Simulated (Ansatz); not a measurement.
# Sn$_{3}$Se: what the fields show

Input

```
crystal:
  lattice:
    - [0.0, 3.7279542406, 3.7279542406]
    - [3.7279542406, 0.0, 3.7279542406]
    - [3.7279542406, 3.7279542406, 0.0]
  atoms:
    - { symbol: Sn, position: [0.25, 0.25, 0.25] }
    - { symbol: Sn, position: [0.75, 0.75, 0.75] }
    - { symbol: Sn, position: [0.5, 0.5, 0.5] }
    - { symbol: Se, position: [0.0, 0.0, 0.0] }
basis:
  ecutwfc: 420
kpoints:
  mp_grid: { grid: [12, 12, 12] }
hamiltonian:
  xc: pbe
scf:
  occupations: { method: gaussian, width: 0.15 }
output:
  forces: true
  stress: true
  eigenvalues: true
  write_density: true
  write_potential: true
  elf: true
  volumetric_format: npy
```

Run with:

```sh
ansatz run input.yaml --threads 1 --pin off --max-ram 2560MiB --backend cpu --events-out ev --progress --plain --runs-dir out
```

Below, planes, directions and counts refer to the conventional cell (a = 7.46 Å, b = 7.46 Å, c = 7.46 Å, α = 90.00°, β = 90.00°, γ = 90.00°).

Space group Fm-3m; a structure from a database of computed crystals, not necessarily the ambient phase.

Method: DFT PBE, scalar-relativistic, plane waves, PAW in Ansatz 0.2.0.

Core electrons are frozen (PAW), and the valence fields are smoothed inside the atomic spheres.

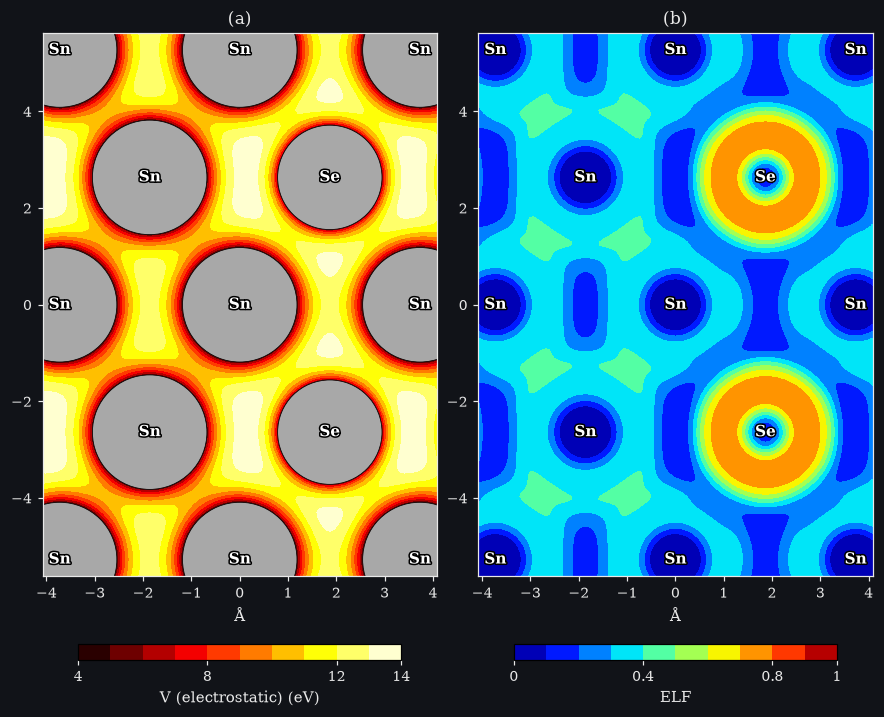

Figure 1. (a) electrostatic potential energy of an electron; (b) electron localisation function on the (011) plane of the conventional cell. Grey discs cover the atomic cores in the potential map.

Q: What do the fields say about this system?

A:
- Atoms in the plane: Sn and Se.
- Sn–Se (3.23 Å): the ELF is about 0.25 at the midpoint.
- Outside the cores the potential energy rises away from the atoms and is highest about 1.7 Å from the nearest atoms; its zero is arbitrary.

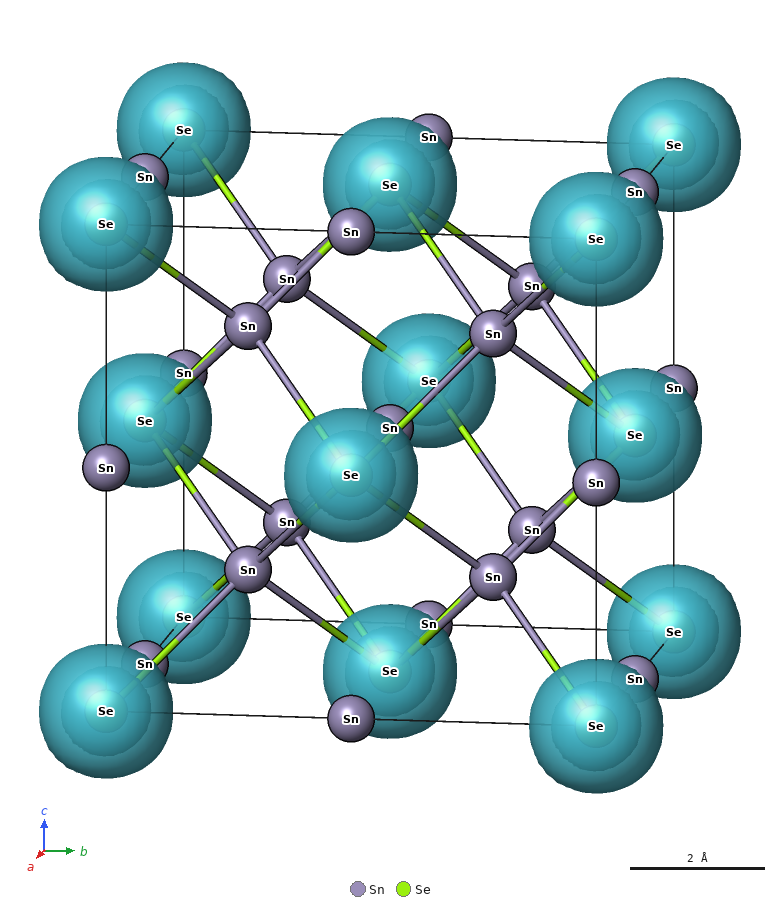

Figure 2. Isosurface of the electron localisation function at 0.75 (cyan), seen at an oblique angle. Only the valence region is drawn (cores and ρ < 0.01 e/Å³ removed). Sticks mark near contacts.

Q: Identify the bonds, lone pairs and shells in this picture.

A: The ELF exceeds this value in four regions wrapped around Se (the valence shell of each), counted in one cell of 16 atoms. Any copies at cell faces, edges or corners count once.

Q: Does the calculation make it a metal, or give it a gap?

A: It is gapless in this calculation (a metal or semimetal).
